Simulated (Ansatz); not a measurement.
## Electronic structure of InGa15P16 (cell with a defect) in real space

Input

```
crystal:
  lattice:
    - [5.4384489087, -5.4384489087, 5.4384489087]
    - [-5.4384489087, 5.4384489087, 5.4384489087]
    - [-5.4384489087, -5.4384489087, -5.4384489087]
  atoms:
    - { symbol: In, position: [0.25, 0.25, 0.5] }
    - { symbol: Ga, position: [0.5, 0.25, 0.25] }
    - { symbol: Ga, position: [0.75, 0.25, 0.0] }
    - { symbol: Ga, position: [0.0, 0.5, 0.5] }
    - { symbol: Ga, position: [0.25, 0.5, 0.25] }
    - { symbol: Ga, position: [0.0, 0.25, 0.75] }
    - { symbol: Ga, position: [0.75, 0.75, 0.5] }
    - { symbol: Ga, position: [0.5, 0.5, 0.0] }
    - { symbol: Ga, position: [0.75, 0.5, 0.75] }
    - { symbol: Ga, position: [0.0, 0.75, 0.25] }
    - { symbol: Ga, position: [0.5, 0.0, 0.5] }
    - { symbol: Ga, position: [0.25, 0.75, 0.0] }
    - { symbol: Ga, position: [0.75, 0.0, 0.25] }
    - { symbol: Ga, position: [0.5, 0.75, 0.75] }
    - { symbol: Ga, position: [0.0, 0.0, 0.0] }
    - { symbol: Ga, position: [0.25, 0.0, 0.75] }
    - { symbol: P, position: [0.25, 0.0, 0.5] }
    - { symbol: P, position: [0.5, 0.0, 0.25] }
    - { symbol: P, position: [0.75, 0.0, 0.0] }
    - { symbol: P, position: [0.0, 0.25, 0.5] }
    - { symbol: P, position: [0.25, 0.25, 0.25] }
    - { symbol: P, position: [0.0, 0.0, 0.75] }
    - { symbol: P, position: [0.75, 0.5, 0.5] }
    - { symbol: P, position: [0.5, 0.25, 0.0] }
    - { symbol: P, position: [0.75, 0.25, 0.75] }
    - { symbol: P, position: [0.0, 0.5, 0.25] }
    - { symbol: P, position: [0.5, 0.75, 0.5] }
    - { symbol: P, position: [0.25, 0.5, 0.0] }
    - { symbol: P, position: [0.75, 0.75, 0.25] }
    - { symbol: P, position: [0.5, 0.5, 0.75] }
    - { symbol: P, position: [0.0, 0.75, 0.0] }
    - { symbol: P, position: [0.25, 0.75, 0.75] }
  host:
    lattice:
      - [0.0, 2.7192244544, 2.7192244544]
      - [2.7192244544, 0.0, 2.7192244544]
      - [2.7192244544, 2.7192244544, 0.0]
    atoms:
      - { symbol: Ga, position: [0.0, 0.0, 0.0] }
      - { symbol: P, position: [0.25, 0.25, 0.25] }
basis:
  ecutwfc: 420
  xc_grid: 2
kpoints:
  mp_grid: { grid: [2, 2, 2], shift: [0.5, 0.5, 0.5] }
hamiltonian:
  xc: pbesol
scf:
  occupations: { method: gaussian, width: 0.02 }
output:
  forces: true
  stress: false
  eigenvalues: true
  charged_corrections: { defect_position: [0.25, 0.25, 0.5] }
  write_density: true
  write_potential: true
  elf: true
  volumetric_format: npy
relax:
  adjacent_minimum: "off"
  f_tol: 0.03
  max_steps: 40
```

Command:

```sh
ansatz run input.yaml --threads 8 --pin off --max-ram 16384MiB --backend cpu --events-out ev --progress --plain --runs-dir out
```

The fields are those of the run's last geometry, not of the input's.

All numbers below come from DFT PBEsol, scalar-relativistic, plane waves, PAW (Ansatz).

The density is the valence pseudo-density of a PAW calculation; it isn't the true density close to the nuclei.

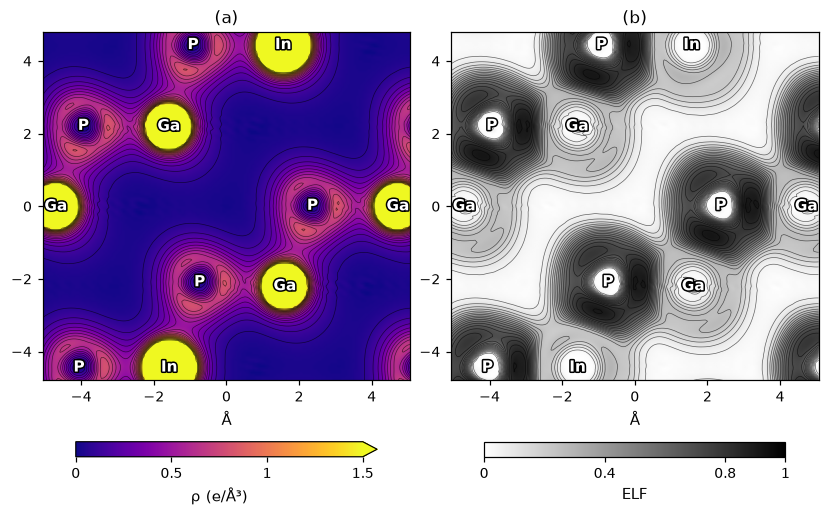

Figure 1. (a) valence electron density; (b) ELF on the (101̄) plane of the calculation cell.

Interpret the plot.

Answer. The plane passes through In, Ga and P nuclei.
Ga–P (2.34 Å): ρ at the midpoint is about 0.56 e/Å³; the ELF peaks at about 0.90 in the valence shell of P, 0.8 Å from its nucleus, and is about 0.75 at the midpoint.
In–P (2.49 Å): ρ is about 0.49 e/Å³ halfway; the ELF peaks at about 0.90 in the valence shell of P, 0.8 Å from its nucleus, and is about 0.55 at the midpoint.
The density dies away to nearly zero in the voids.
The features right at Ga lie inside the PAW spheres, where the map follows smoothed inner orbitals and isn't to be read closely.

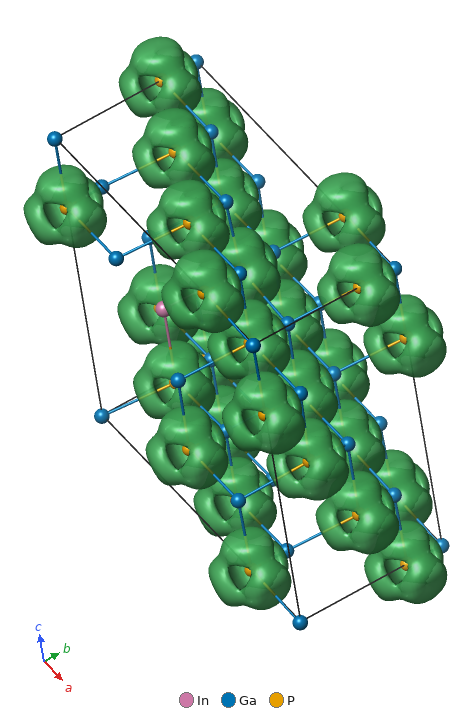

Figure 2. Isosurface of the electron localisation function at 0.75 (green), seen slightly off an axis. Core shells and regions of very low density are left out. Sticks mark near contacts.

Where are the electrons localised?

Answer. The ELF exceeds this value in 16 regions on P in which the atom's valence shell and bonds are merged, counted in one cell of 32 atoms. Regions shared between cells count once.

Metal or insulator at this level of theory?

Answer. It is gapped, with a Kohn–Sham gap of 2.1 eV on the k-point mesh, an upper bound to the gap of this method.
